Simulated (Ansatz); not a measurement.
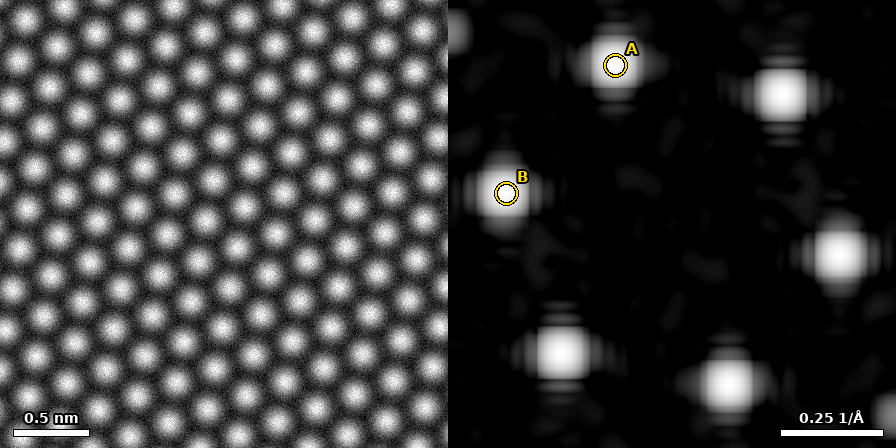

iDPC-like image of Ga (Im-3m, No. 229) along [111]. Simulated as the projected potential of neutral atoms (B = 0.3 Å²) blurred by a 1.30 Å probe, the thin-sample limit of integrated differential phase contrast. The display is stretched by a gamma of 0.8; percentages refer to the linear signal. Shot noise was added. Structure used: the end point of a relaxation with DFT, PBE, plane waves (420 eV) with PAW, scalar-relativistic (Ansatz 0.2.0); the starting structure was generated, so it need not be a known form of this composition.

The right panel is the modulus of the image's Fourier transform on a logarithmic scale.

a = 3.373 Å, b = 3.373 Å, c = 3.373 Å, α = 90.00°, β = 90.00°, γ = 90.00°

### Index the marked spots and give their plane spacings (the zone axis points at the viewer; indices equivalent by symmetry, or all signs reversed, are as good).

A: (-1 1 0), d = 2.38 Å; B: (-1 0 1), d = 2.38 Å. A and B enclose 60°, and every spot obeys the zone law hu + kv + lw = 0 for [111].
